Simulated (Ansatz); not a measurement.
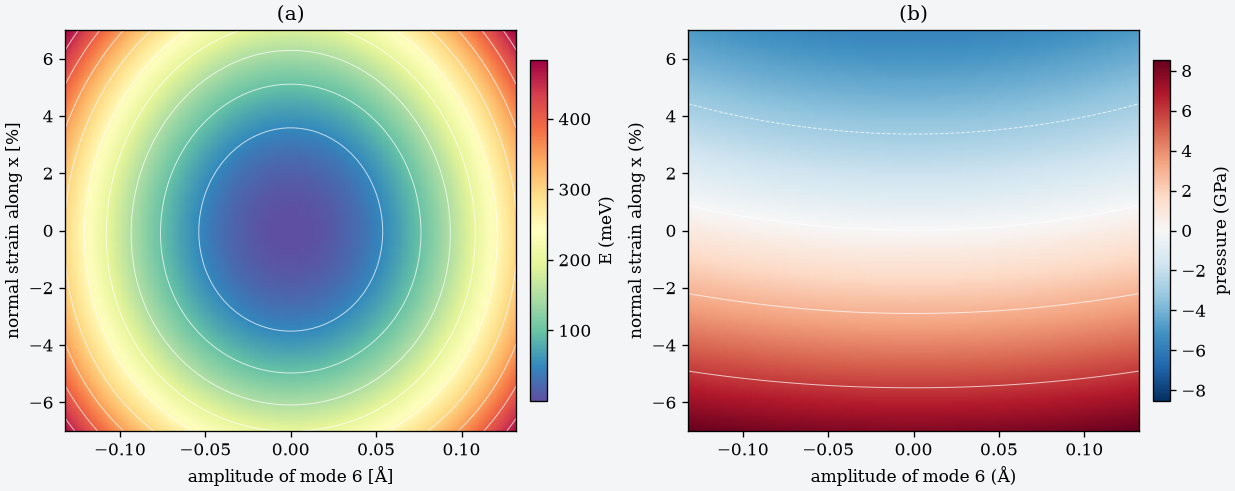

Si (Fd-3m, No. 227; 4 atoms in the cell). 
- The energy is mapped over a normal mode and a strain (zone-centre modes of the 4-atom cell of this scan, which folds in the wave vector (0, 1/2, 1/2) of the primitive cell) (x, y and z along the cube axes).
- Coordinates scanned: (1) amplitude of mode 6 (409 cm⁻¹), largest displacement in the unstrained cell; (2) normal strain along x.
- Nothing is relaxed (the pattern is fixed in fractional coordinates).
- The grid has 9 × 7 points; 35 points were computed and 28 follow by symmetry.
- Points are written as (first, second).
- Energies: meV per cell, counted from the lowest grid point.
- The band gap closes in part of the range.
- Method: DFT LDA, scalar-relativistic, plane waves, PAW (Ansatz 0.2.0). Settings: cutoff 420 eV, k-mesh 10×10×6 in the order of the run's cell vectors, gaussian smearing 0.05 eV, no spin polarisation.

Panel (a) is the energy and panel (b) the computed pressure on the same grid.

The picture shows a smooth colour map with a few white contour lines. Between grid points the surface is interpolated.

> How does the pressure vary over the map, and what is it at the lowest grid point?

It runs from −5.7 GPa at (0.000 Å, 7.00 %) to 8.5 GPa at (−0.132 Å, −7.00 %). At the lowest grid point, (0.000 Å, 0.00 %), it is 0.0 GPa.

| second ↓, first → | −0.132 | −0.099 | −0.066 | −0.033 | 0.000 | 0.033 | 0.066 | 0.099 | 0.132 |
| --- | --- | --- | --- | --- | --- | --- | --- | --- | --- |
| 7.00 | −4.9 | −5.2 | −5.5 | −5.7 | −5.7 | −5.7 | −5.5 | −5.2 | −4.9 |
| 4.67 | −3.2 | −3.6 | −3.8 | −4.0 | −4.0 | −4.0 | −3.8 | −3.6 | −3.2 |
| 2.33 | −1.3 | −1.7 | −1.9 | −2.1 | −2.1 | −2.1 | −1.9 | −1.7 | −1.3 |
| 0.00 | 0.8 | 0.5 | 0.2 | 0.1 | 0.0 | 0.1 | 0.2 | 0.5 | 0.8 |
| −2.33 | 3.1 | 2.8 | 2.6 | 2.4 | 2.4 | 2.4 | 2.6 | 2.8 | 3.1 |
| −4.67 | 5.7 | 5.4 | 5.2 | 5.1 | 5.0 | 5.1 | 5.2 | 5.4 | 5.7 |
| −7.00 | 8.5 | 8.2 | 8.0 | 7.9 | 7.9 | 7.9 | 8.0 | 8.2 | 8.5 |

PAW datasets: the set soft_1.
